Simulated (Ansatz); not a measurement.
AlRu$_{7}$

```cif
data_structure
_symmetry_space_group_name_H-M 'P 1'
_symmetry_Int_Tables_number 1
_cell_length_a 2.7132
_cell_length_b 2.7132
_cell_length_c 16.8179
_cell_angle_alpha 90.000
_cell_angle_beta 90.000
_cell_angle_gamma 120.000
_cell_volume 107.22
loop_
_atom_site_label
_atom_site_type_symbol
_atom_site_fract_x
_atom_site_fract_y
_atom_site_fract_z
_atom_site_occupancy
Al1 Al 0.00000 0.00000 0.00000 1
Ru1 Ru 0.33333 0.66667 0.62682 1
Ru2 Ru 0.00000 0.00000 0.50000 1
Ru3 Ru 0.33333 0.66667 0.37318 1
Ru4 Ru 0.33333 0.66667 0.87716 1
Ru5 Ru 0.00000 0.00000 0.75188 1
Ru6 Ru 0.33333 0.66667 0.12284 1
Ru7 Ru 0.00000 0.00000 0.24812 1
```

Space group P-6m2; a generated structure, not necessarily the stable one; changed on purpose from its base cell (volume × 0.97, shape and atoms relaxed); computed pressure about 9 GPa in this cell; computed without spin polarisation.

Theory: Ansatz 0.2.0, DFT PBE, scalar-relativistic, plane waves, PAW.

What will maps of the valence pseudo-density and electron localisation function show?

Answer. Al–Ru (2.59 Å): the density is about 0.37 e/Å³ at the midpoint; the ELF is about 0.40 at the midpoint.
Ru–Ru (2.62 Å): the density is about 0.45 e/Å³ at the midpoint; the ELF is about 0.35 at the midpoint.

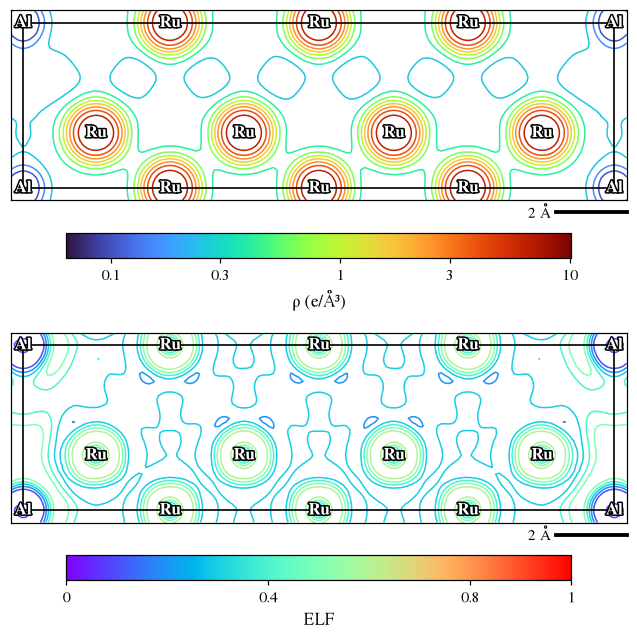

Computed valence pseudo-density and electron localisation function on the (110) plane of the conventional cell, in this order. 

Core electrons are frozen (PAW), and the valence fields are smoothed inside the atomic spheres.
